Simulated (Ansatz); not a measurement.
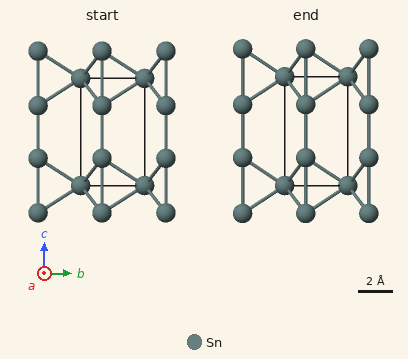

The structure of a crystal of Sn (a generated structure, set up in P-6m2) before (left) and after (right) a relaxation, at one scale.

The picture is a ball-and-stick view of the cell of the calculation, seen along the a axis.

Theory: DFT PBE, scalar-relativistic, plane waves, PAW (Ansatz). (plane-wave cutoff 420 eV; k-point mesh 12 × 12 × 8; occupations gaussian; smearing width 0.1 eV; no spin polarisation; cell and atoms relaxed; force threshold 0.01 eV/Å; at most 80 steps)

What changed between the two?

The largest moves relative to the cell, 0.011 Å, are those of Sn atoms. Cell: a = b 4.423 → 4.367 Å (−1.3 %), c 6.420 → 6.520 Å (+1.6 %). Volume −1.0 %. Some distances before and after: Sn–Sn 3.267 → 3.340 Å, Sn–Sn 3.153 → 3.181 Å, Sn–Sn 3.032 → 3.024 Å. The space group stays P-6m2 (No. 187). After 5 accepted moves (6 points after the start) the energy has fallen by 3.3 meV per atom. Largest force component: 0.14 eV/Å at the start, under 0.0001 eV/Å at the end. The pressure goes from 0.06 to 0.00 GPa. The SCF was repeated once at an unchanged geometry on a basis and grid sized afresh for the cell, which shifted the energy by less than 0.05 meV per atom at most. The run took 3.3 min on 1 thread of Arm Neoverse V1 (shared host), peak memory 0.48 GiB.
